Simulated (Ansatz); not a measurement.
System: B$_{6}$N$_{5}$ (slab).

```yaml
crystal:
  lattice:
    - [2.50644, 0.00000, 0.00000]
    - [-1.25322, 2.17064, 0.00000]
    - [0.00000, 0.00000, 32.23370]
  atoms:
    - { symbol: B, position: [0.66667, 0.33333, 0.26370] }
    - { symbol: N, position: [0.33333, 0.66667, 0.26370] }
    - { symbol: B, position: [0.33333, 0.66667, 0.36634] }
    - { symbol: N, position: [0.66667, 0.33333, 0.36634] }
    - { symbol: B, position: [0.66667, 0.33333, 0.46914] }
    - { symbol: N, position: [0.33333, 0.66667, 0.46914] }
    - { symbol: B, position: [0.33333, 0.66667, 0.57214] }
    - { symbol: N, position: [0.66667, 0.33333, 0.57214] }
    - { symbol: B, position: [0.66667, 0.33333, 0.67500] }
    - { symbol: N, position: [0.33333, 0.66667, 0.67478] }
    - { symbol: B, position: [0.66667, 0.33333, 0.77402] }
```

The program warned that a starting moment wasn't kept; spin-polarised, but the moments vanished.

All numbers below come from DFT PBE+D3(BJ), scalar-relativistic, plane waves, PAW in Ansatz.

Question: Predict the valence pseudo-density and electron localisation function between the atoms.

Answer: B–N (1.45 Å): ρ is about 1.8 e/Å³ halfway; the ELF peaks at about 0.95 between the atoms.

Question: Does the calculation give a band gap?

Answer: It is metallic or semimetallic at this level of theory: no gap opens.

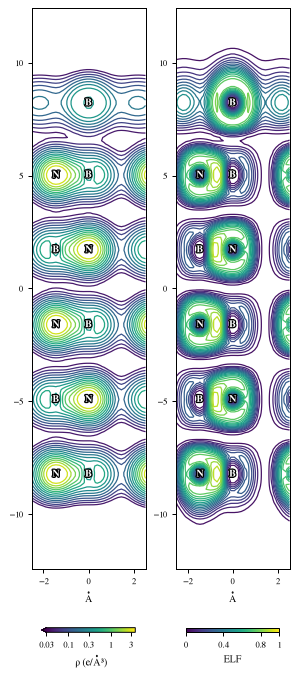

Computed valence pseudo-density and electron localisation function on the (110) plane of the calculation cell, a cut from vacuum to vacuum, in this order. 

Core electrons are frozen (PAW), and the valence fields are smoothed inside the atomic spheres.
